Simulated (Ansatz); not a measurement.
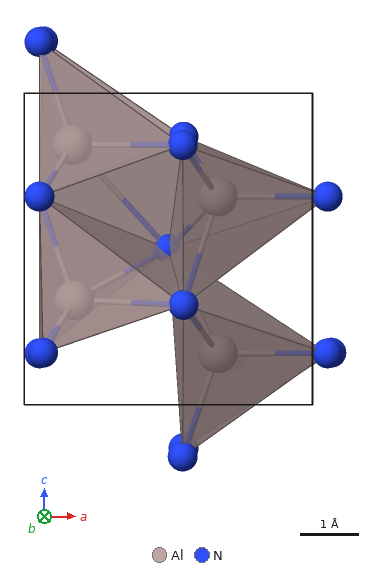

Starting structure of a defect cell of composition Al₈N₉ (cell charge −1) (coarse preliminary run). The picture is a polyhedral view of the cell of the calculation (origin shifted), seen along the b axis.

Case: N interstitial, charge -1, atoms relaxed at the host's cell.

All numbers below come from DFT PBE, scalar-relativistic, plane waves, PAW (Ansatz).

The input:
```yaml
crystal:
  lattice:
    - [0.0, 0.0, 5.0180433219]
    - [-3.1302084199, -5.4216800216, 0.0]
    - [6.2604168399, 0.0, 0.0]
  atoms:
    - { symbol: Al, position: [0.4899152889, 0.3356985865, 0.1678492932] }
    - { symbol: Al, position: [0.5224286336, 0.3333333333, 0.6666666667] }
    - { symbol: Al, position: [0.4899152889, 0.8321507068, 0.1678492932] }
    - { symbol: Al, position: [0.4899152889, 0.8321507068, 0.6643014135] }
    - { symbol: Al, position: [0.9919577398, 0.1649633187, 0.8350366813] }
    - { symbol: Al, position: [0.9919577398, 0.1649633187, 0.3299266374] }
    - { symbol: Al, position: [0.9919577398, 0.6700733626, 0.8350366813] }
    - { symbol: Al, position: [0.9855070982, 0.6666666667, 0.3333333333] }
    - { symbol: "N", position: [0.8709771788, 0.3355499397, 0.1677749698] }
    - { symbol: "N", position: [0.8834218181, 0.3333333333, 0.6666666667] }
    - { symbol: "N", position: [0.8709771788, 0.8322250302, 0.1677749698] }
    - { symbol: "N", position: [0.8709771788, 0.8322250302, 0.6644500603] }
    - { symbol: "N", position: [0.3707134144, 0.1800143113, 0.8199856887] }
    - { symbol: "N", position: [0.3707134144, 0.1800143113, 0.3600286226] }
    - { symbol: "N", position: [0.3707134144, 0.6399713774, 0.8199856887] }
    - { symbol: "N", position: [0.3678973355, 0.6666666667, 0.3333333333] }
    - { symbol: "N", position: [0.3183875822, 0.0, 0.0] }
  host:
    lattice:
      - [3.1302084199, 0.0, 0.0]
      - [-1.56510421, 2.7108400108, 0.0]
      - [0.0, 0.0, 5.0180433219]
    atoms:
      - { symbol: Al, position: [0.6666666667, 0.3333333333, 0.4992342259] }
      - { symbol: Al, position: [0.3333333333, 0.6666666667, 0.9992342259] }
      - { symbol: "N", position: [0.6666666667, 0.3333333333, 0.8807657741] }
      - { symbol: "N", position: [0.3333333333, 0.6666666667, 0.3807657741] }
total_charge: -1
basis:
  ecutwfc: 420
  xc_grid: 2
kpoints:
  mp_grid: { grid: [1, 1, 1], shift: [0.0, 0.0, 0.0] }
hamiltonian:
  xc: pbe
scf:
  occupations: { method: gaussian, width: 0.01 }
output:
  forces: true
  stress: false
  eigenvalues: true
  charged_corrections:
    defect_position: [0.20833333, 0.0, 0.0]
    epsilon: [[8.2944, 0.0, 0.0], [0.0, 8.2944, 0.0], [0.0, 0.0, 9.8365]]
relax:
  adjacent_minimum: "off"
  f_tol: 0.025
  max_steps: 45
```

Launched with:
```bash
ansatz run input.yaml --threads 4 --pin off --max-ram 10240MiB --backend cpu --events-out ev --progress --plain --runs-dir out
```

Q: Predict the outcome.

A: The atom that moves furthest is N17 (0.23 Å along −a). By element the largest moves are N 0.23 Å, Al 0.09 Å. The cell doesn't change. Among the contacts that change: Al5–N17 2.425 → 2.213 Å, Al1–N16 1.896 → 1.951 Å, Al2–N13 1.829 → 1.785 Å, Al1–N13 1.982 → 1.948 Å. Bond angles that change, for instance: N13–Al4–N15 117.1° → 125.9°, N12–Al4–N17 115.3° → 122.1°, Al1–N17–Al3 103.1° → 96.9°. Over 6 geometry steps the energy falls by 0.611 eV per cell of the calculation. Largest force component: 2 eV/Å at the start, 0.0022 eV/Å at the end. The run took 3.1 s on 4 threads of Arm Neoverse V2, on a shared host, peak memory 0.2 GiB.

Step by step:

| step | E − E(0), meV/atom | largest force component, eV/Å |
| --- | --- | --- |
| 0 | 0.00 | 1.9968 |
| 1 | -24.50 | 0.8240 |
| 2 | -34.14 | 0.3756 |
| 3 | -34.52 | 0.3648 |
| 4 | -35.92 | 0.0923 |
| 5 | -35.95 | 0.0345 |
| 6 | -35.96 | 0.0022 |

The end point in the same view:

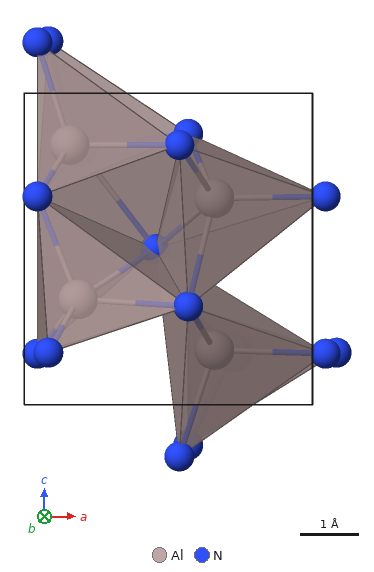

Limits of the set-up: the k-point mesh is coarse for a cell with partly filled bands; the periodic images lie only 5.0 Å apart, so the values are limited by the cell's size; the cell is charged, on a uniform background, and energies carry no finite-size correction.
